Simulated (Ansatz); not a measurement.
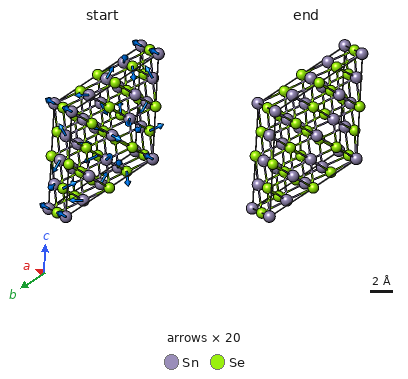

The structure of a defect cell of composition Sn15Se16 before (left) and after (right) a relaxation, at one scale. The blue arrows give the displacements, magnified 20 times.

The picture is a ball-and-stick view of the cell of the calculation, seen from a free direction.

Case: Sn vacancy (site a), charge +0, atoms relaxed at the host's cell.

These are results of Ansatz, DFT PBE, scalar-relativistic, plane waves, PAW, not measurements.

Input file:
```yaml
crystal:
  lattice:
    - [-6.0615971581, 6.0615971581, -6.0615971581]
    - [6.0615971581, -6.0615971581, -6.0615971581]
    - [-6.0615971581, -6.0615971581, 6.0615971581]
  atoms:
    - { symbol: Sn, position: [0.25, 0.25, 0.5] }
    - { symbol: Sn, position: [0.0, 0.25, 0.75] }
    - { symbol: Sn, position: [0.75, 0.0, 0.25] }
    - { symbol: Sn, position: [0.75, 0.25, 0.0] }
    - { symbol: Sn, position: [0.5, 0.0, 0.5] }
    - { symbol: Sn, position: [0.25, 0.0, 0.75] }
    - { symbol: Sn, position: [0.0, 0.75, 0.25] }
    - { symbol: Sn, position: [1.0, 1.0, 1.0] }
    - { symbol: Sn, position: [0.75, 0.75, 0.5] }
    - { symbol: Sn, position: [0.5, 0.75, 0.75] }
    - { symbol: Sn, position: [0.25, 0.5, 0.25] }
    - { symbol: Sn, position: [0.25, 0.75, 0.0] }
    - { symbol: Sn, position: [0.0, 0.5, 0.5] }
    - { symbol: Sn, position: [0.75, 0.5, 0.75] }
    - { symbol: Sn, position: [0.5, 0.5, 0.0] }
    - { symbol: Se, position: [0.75, 0.25, 0.5], spin: 0.333 }
    - { symbol: Se, position: [0.5, 0.25, 0.75] }
    - { symbol: Se, position: [0.25, 0.25, 0.0], spin: 0.333 }
    - { symbol: Se, position: [0.0, 0.0, 0.5] }
    - { symbol: Se, position: [0.0, 0.25, 0.25] }
    - { symbol: Se, position: [0.75, 0.0, 0.75] }
    - { symbol: Se, position: [0.5, 0.0, 0.0], spin: 0.333 }
    - { symbol: Se, position: [0.25, 0.75, 0.5] }
    - { symbol: Se, position: [0.25, 0.0, 0.25], spin: 0.333 }
    - { symbol: Se, position: [0.0, 0.75, 0.75] }
    - { symbol: Se, position: [0.75, 0.75, 0.0] }
    - { symbol: Se, position: [0.5, 0.5, 0.5], spin: 0.333 }
    - { symbol: Se, position: [0.5, 0.75, 0.25] }
    - { symbol: Se, position: [0.25, 0.5, 0.75] }
    - { symbol: Se, position: [0.0, 0.5, 0.0] }
    - { symbol: Se, position: [0.75, 0.5, 0.25], spin: 0.333 }
  host:
    lattice:
      - [0.0, 3.030798579, 3.030798579]
      - [3.030798579, 0.0, 3.030798579]
      - [3.030798579, 3.030798579, 0.0]
    atoms:
      - { symbol: Sn, position: [0.0, 0.0, 0.0] }
      - { symbol: Se, position: [0.5, 0.5, 0.5] }
basis:
  ecutwfc: 420
  xc_grid: 2
kpoints:
  mp_grid: { grid: [2, 2, 2], shift: [0.5, 0.5, 0.5] }
hamiltonian:
  xc: pbe
scf:
  occupations: { method: gaussian, width: 0.02 }
output:
  forces: true
  stress: false
  eigenvalues: true
  populations: true
  charged_corrections: { defect_position: [0.5, 0.25, 0.25] }
magnetization:
  spin_polarized: true
relax:
  adjacent_minimum: "off"
  f_tol: 0.025
  max_steps: 45
```

Run as
```bash
ansatz run input.yaml --threads 4 --pin off --max-ram 10240MiB --backend cpu --events-out ev --progress --plain --runs-dir out
```

Question: Describe what moved and what it gained.

Answer: The largest moves, 0.084 Å, are those of Se16, Se18, Se22, Se24, Se27 and Se31. Se16 goes along [1 0 1]. Largest moves by element: Se 0.084 Å, Sn 0.070 Å. The lattice vectors keep their values. Among the contacts that change: Sn10–Se22 3.031 → 2.946 Å, Sn11–Se23 3.031 → 3.081 Å, Sn11–Se18 3.031 → 2.984 Å. Among the angles between lasting bonds that change: Se27–Sn9–Se31 90.0° → 95.1°, Sn6–Se18–Sn11 180.0° → 174.9°, Se19–Sn9–Se27 180.0° → 176.5°. After 3 geometry steps the energy has fallen by 0.218 eV per cell of the calculation. Largest force component: 0.26 eV/Å at the start, 0.014 eV/Å at the end.
